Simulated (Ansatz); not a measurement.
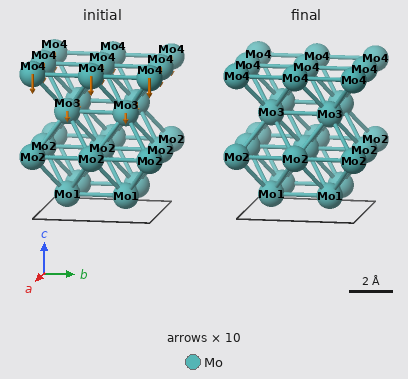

The structure of a slab of composition Mo (cut from the Fm-3m phase) before (left) and after (right) a constrained relaxation, at one scale. The orange arrows give the displacements, 10 times their true length.

Style: ball-and-stick. Shown: the 2 × 2 repeat of the cell, outlined in the plane, without the vacuum, slightly off an axis.

Case: clean slab, lower half held. The slab is the (1 0 0) face of Mo. 2 atoms are held fixed.

The calculation used Ansatz 0.2.0, DFT PBEsol, scalar-relativistic, plane waves, PAW.

Input
```yaml
crystal:
  lattice:
    - [2.8007049267, 0.0, 0.0]
    - [0.0, 2.8007049267, 0.0]
    - [0.0, 0.0, 22.9411923373]
  atoms:
    - { symbol: Mo, position: [0.5, 0.5, 0.3705125643] }
    - { symbol: Mo, position: [0.0, 0.0, 0.4568375214] }
    - { symbol: Mo, position: [0.5, 0.5, 0.5431624786] }
    - { symbol: Mo, position: [0.0, 0.0, 0.6294874357] }
basis:
  ecutwfc: 420
kpoints:
  mp_grid: { grid: [10, 10, 1] }
hamiltonian:
  xc: pbesol
scf:
  occupations: { method: gaussian, width: 0.1 }
output:
  forces: true
  eigenvalues: true
relax:
  adjacent_minimum: "off"
  f_tol: 0.03
  max_steps: 70
  constraints: [{ sites: [0, 1] }]
efield:
  axis: 3
  dipole_correction: true
```

Q: Summarise the run.

A: The largest move is that of Mo4, 0.096 Å along the normal (−c). The lattice vectors keep their values. Near-neighbour distances that change, for instance: Mo2–Mo3 2.801 → 2.762 Å, Mo3–Mo4 2.801 → 2.772 Å. After 2 geometry steps the energy has fallen by 9.8 meV per cell of the calculation. The largest force component goes from 0.19 to 0.016 eV/Å.
